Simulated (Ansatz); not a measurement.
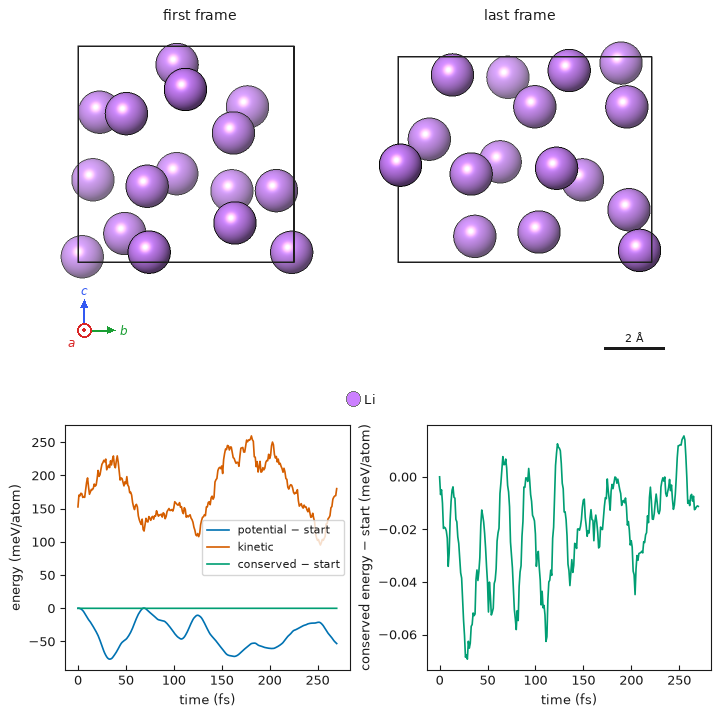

First-principles dynamics of a 16-atom cell of Li, 270 fs long. It starts from the last geometry of an earlier run, with fresh velocities. Style: spheres-only. Shown: the simulation cell, along the a axis.

All numbers below come from Ansatz, DFT PBE, scalar-relativistic, plane waves, PAW. Set-up: plane-wave cutoff 420 eV; k-point mesh 2 × 2 × 2; Fermi-Dirac smearing 0.16 eV; low-accuracy preset; volume 1.15 times that of the relaxed crystal; Langevin thermostat and barostat (NPT); set temperature 1260 K; time step 1 fs; friction 0.01 per fs; target pressure 0 GPa.

### Is this trajectory numerically sound?

The conserved quantity stays between −0.069 and 0.016 meV per atom of its start. A straight-line fit has a slope that amounts to +0.029 meV per atom over 270 fs (under 0.1 % of the mean kinetic energy), and the ripple about it is under 0.1 % of the kinetic energy's fluctuation. With a drift under 2 % and a ripple under 7 %, the integration is accurate. Over the second half the temperature averages 1480 K (spread ±340 K). The potential energy is still drifting at the end, so the run hasn't reached equilibrium. The potential energy in the second half lies on average 47.6 meV per atom below the first frame. The first frame is far from relaxed (forces up to 1.8 eV/Å), so much of the motion is the structure settling. The mean pressure there is −0.3 GPa. The volume ends +14.1 % from the start.

Limits of the set-up: the k-point mesh is coarse for a cell with partly filled bands; the program's low-accuracy preset was used.

Cost: 19 min on 1 thread of Intel(R) Xeon(R) Platinum 8488C (Sapphire Rapids) (shared host), peak memory 0.69 GiB.
